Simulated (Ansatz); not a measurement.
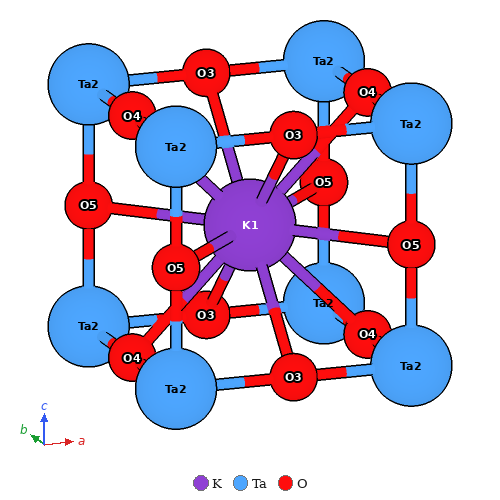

The system is KTaO₃ (Pm-3m, No. 221; 5 atoms in the cell); the picture shows the reference structure. The energy is mapped over two homogeneous strains (x, y and z along the cube axes). The first coordinate is: normal strain along x; the second: normal strain along y. Nothing is relaxed (symmetry fixes all fractional coordinates). The grid has 7 × 7 points; 28 points were computed and 21 follow by symmetry. Energies: meV/atom, counted from the lowest grid point. These are results of DFT PBE, scalar-relativistic, plane waves, PAW (Ansatz 0.2.0), not measurements. Settings: cutoff 520 eV, k-mesh 8×8×8, gaussian smearing 0.05 eV, no spin polarisation.

Its coordinates:

```xyz
5
Lattice="4.0249 0.0000 0.0000 0.0000 4.0249 0.0000 0.0000 0.0000 4.0249" Properties=species:S:1:pos:R:3 pbc="T T T"
K     2.0124    2.0124    2.0124
Ta    0.0000    0.0000    0.0000
O     2.0124    0.0000    0.0000
O     0.0000    2.0124    0.0000
O     0.0000    0.0000    2.0124
```

The input of one point:

```yaml
crystal:
  lattice:
    - [4.0248506931, 0.0, 0.0]
    - [0.0, 4.0248506931, 0.0]
    - [0.0, 0.0, 4.0248506931]
  atoms:
    - { symbol: K, position: [0.5, 0.5, 0.5] }
    - { symbol: Ta, position: [0.0, 0.0, 0.0] }
    - { symbol: O, position: [0.5, 0.0, 0.0] }
    - { symbol: O, position: [0.0, 0.5, 0.0] }
    - { symbol: O, position: [0.0, 0.0, 0.5] }
basis:
  ecutwfc: 520.0
kpoints:
  mp_grid: { grid: [8, 8, 8] }
hamiltonian:
  xc: pbe
scf:
  occupations: { method: gaussian, width: 0.05 }
output:
  forces: true
  stress: true
  eigenvalues: true
  write_density: true
  write_potential: true
  elf: true
  volumetric_format: npy
```

Range: normal strain along x from −7.00 to 7.00 %; normal strain along y from −7.00 to 7.00 %.

**Predict the map.**

The lowest grid point is at normal strain along x = 0.00 %, normal strain along y = 0.00 %. It is the only kind of minimum in the scanned range. The highest grid point, normal strain along x = −7.00 %, normal strain along y = −7.00 %, lies 251 meV/atom above the lowest. Round the minimum the valley is somewhat tilted: raising normal strain along x shifts the best value of normal strain along y downwards (coupling k₁₂/√(k₁₁k₂₂) about 0.2). The gap on the k-mesh is 2.2 eV at the lowest point and runs from 1.7 to 2.4 eV over the map.

| normal strain along y ↓, normal strain along x → | −7.00 | −4.67 | −2.33 | 0.00 | 2.33 | 4.67 | 7.00 |
| --- | --- | --- | --- | --- | --- | --- | --- |
| 7.00 | 143 | 89 | 65 | 65 | 82 | 113 | 154 |
| 4.67 | 118 | 62 | 35 | 31 | 46 | 74 | 113 |
| 2.33 | 105 | 45 | 15 | 9 | 20 | 46 | 82 |
| 0.00 | 107 | 43 | 10 | 0 | 9 | 31 | 65 |
| −2.33 | 128 | 61 | 23 | 10 | 15 | 35 | 65 |
| −4.67 | 174 | 102 | 61 | 43 | 45 | 62 | 89 |
| −7.00 | 251 | 174 | 128 | 107 | 105 | 118 | 143 |

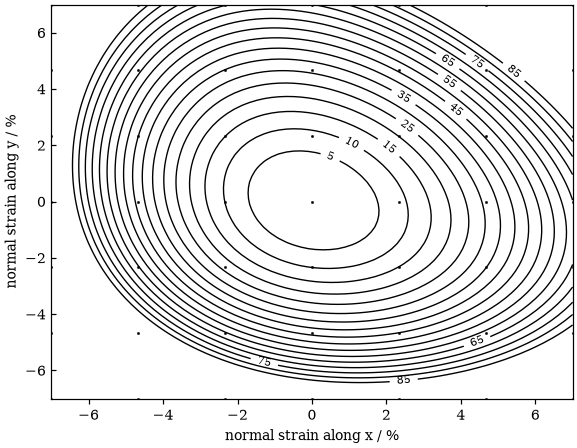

The picture shows contour lines labelled in meV/atom (none above 85), dots at the grid points. Between grid points the surface is interpolated.

The whole map (28 points run) took 4.8 min on 1 thread of Arm Neoverse V2 (shared host).
